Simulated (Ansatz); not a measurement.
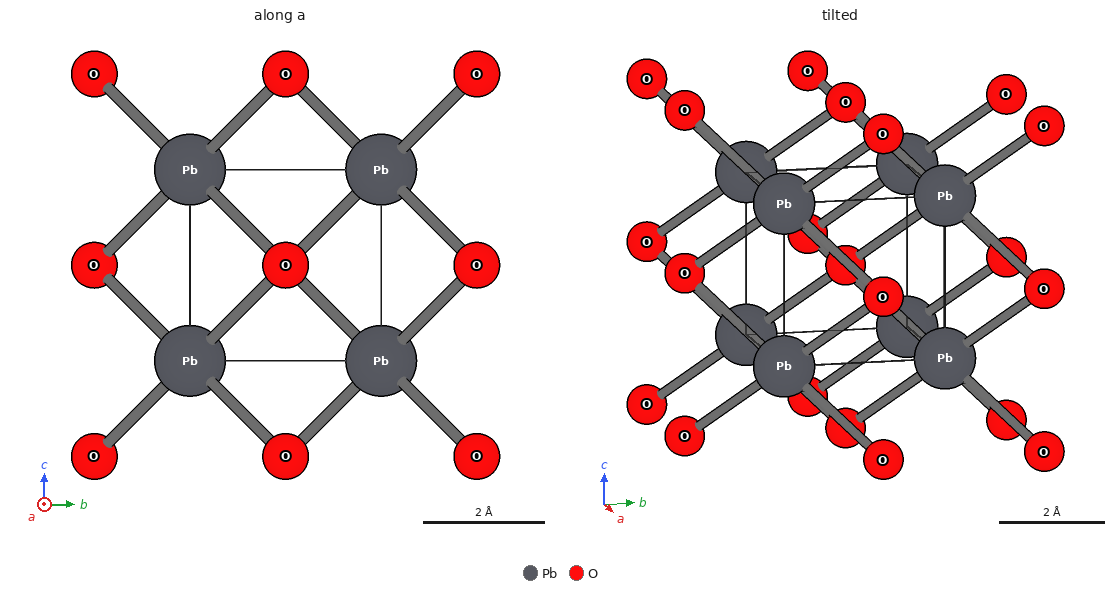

Ball-and-stick model, viewed along the a axis and slightly off an axis. The simulation cell is drawn as a box. A few atoms beyond the faces are included.

Here is the input:
```yaml
crystal:
  lattice:
    - [3.1793716482, -0.0313168107, 0.0]
    - [-0.0313168107, 3.1793716482, 0.0]
    - [0.0, 0.0, 3.1793716482]
  atoms:
    - { symbol: Pb, position: [0.0, 0.0, 0.0] }
    - { symbol: O, position: [0.5, 0.5, 0.5] }
kpoints:
  mp_grid: { grid: [8, 8, 8] }
  band_path:
    path:
      - [0.0, 0.0, 0.0]
      - [0.0, 0.5, 0.0]
      - [0.5, 0.5, 0.0]
      - [0.5, 0.5, 0.5]
      - [-0.072917, 0.008667, -0.5]
      - [-0.067871, -0.024251, -0.5]
    npoints: 1
hamiltonian:
  xc: r2scan
scf:
  occupations: { method: fermi_dirac, width: 0.02 }
  n_extra_bands: 4
output:
  forces: true
  stress: true
  eigenvalues: true
  write_density: true
  write_potential: true
  elf: true
  volumetric_format: npy
```
Run as:
```sh
ansatz run input.yaml --threads 4 --pin off --max-ram 3686MiB --backend cpu --events-out ev --progress --plain --runs-dir out
```

Run with Ansatz 0.2.0, DFT, r2SCAN, plane waves, PAW and these settings: plane-wave cutoff 500 eV, k-point mesh 8×8×8, Fermi-Dirac smearing of 0.02 eV, no spin polarisation.

### Is it conducting or gapped at this level?

A semiconductor at this level, with a gap of 0.14 eV, indirect; the smallest direct gap is 0.23 eV.

### What is the computed pressure?

The computed pressure is 0.1 GPa, close to zero.

The cell started as a structure type filled with these elements by a generator (whether the compound takes this form wasn't checked). The cell was then strained or its atoms displaced on purpose. A calculation with Ansatz used it as input.
